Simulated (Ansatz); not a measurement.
The Ansatz input:

```
crystal:
  lattice:
    - [3.8897310953, 0.0, 0.0]
    - [-1.9448655476, 3.3686059424, 0.0]
    - [0.0, 0.0, 9.5205966587]
  atoms:
    - { symbol: Ag, position: [0.3329391365, 0.0, 0.6666666667] }
    - { symbol: Ag, position: [0.6670608635, 0.6670608635, 0.0] }
    - { symbol: Ag, position: [0.0, 0.3329391365, 0.3333333333] }
    - { symbol: Cl, position: [0.3342022506, 0.0, 0.1666666667] }
    - { symbol: Cl, position: [0.6657977494, 0.6657977494, 0.5] }
    - { symbol: Cl, position: [0.0, 0.3342022506, 0.8333333333] }
kpoints:
  mp_grid: { grid: [12, 12, 4] }
  band_path:
    path:
      - [0.0, 0.0, 0.0]
      - [0.5, 0.0, 0.0]
      - [0.3333333333, 0.3333333333, 0.0]
      - [0.0, 0.0, 0.5]
      - [0.5, 0.0, 0.5]
      - [0.3333333333, 0.3333333333, 0.5]
    npoints: 1
hamiltonian:
  xc: r2scan
  dispersion: rvv10
scf:
  occupations: { method: fermi_dirac, width: 0.03 }
  n_extra_bands: 5
output:
  forces: true
  stress: true
  eigenvalues: true
```

Run as:
```bash
ansatz run input.yaml --threads 2 --pin off --max-ram 29491MiB --backend cpu --events-out ev --progress --plain --runs-dir out
```

What does the calculation give for the electronic structure?

There is a gap; over the k points computed it is 1.42 eV (indirect; the smallest direct gap is 1.82 eV). The upper group of valence states starts about 5.5 eV under the valence-band top (which lies at −0.8 eV on this axis), with a gap beneath it; it holds about 48 electrons a cell. Within the window shown, the tallest peak of the filled states lies 2.2 eV under the valence-band top, at about 28 states per eV and cell.

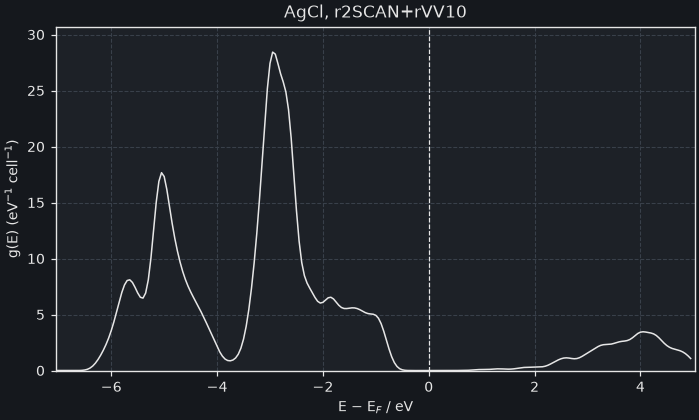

Density of states. Energies are counted from the Fermi level. The curve is built from the levels of the k mesh with Gaussians 0.3 eV wide, which also blur the band edges.
